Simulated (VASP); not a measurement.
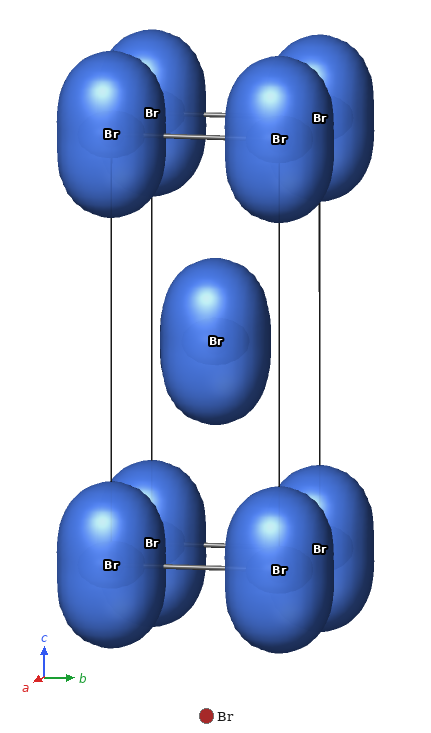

The picture shows: Br. Isosurface of the electron localisation function at 0.8 (blue), seen slightly off an axis. Core shells and regions of very low density are left out. Sticks mark near contacts.

Space group I4/mmm; a structure from a database of computed crystals, not necessarily the ambient phase.

Method: VASP, Kohn-Sham DFT of a periodic cell, PBE, VASP PAW PBE potentials, gw, light.

```
Br
1.0
     2.84698    0.00000    0.00000
     0.00000    2.84698    0.00000
     0.00000    0.00000    7.15503
Br
2
Direct
  0.00000 0.00000 0.00000
  0.50000 0.50000 0.50000
```

Question: What do the ELF domains correspond to?

Answer: At this value the surface marks out two regions wrapped around Br (the valence shell of each), counted in one cell of 2 atoms. Any copies at cell faces, edges or corners count once. Profiles from the grid: Br–Br (2.85 Å): the ELF is about 0.30 at the midpoint.
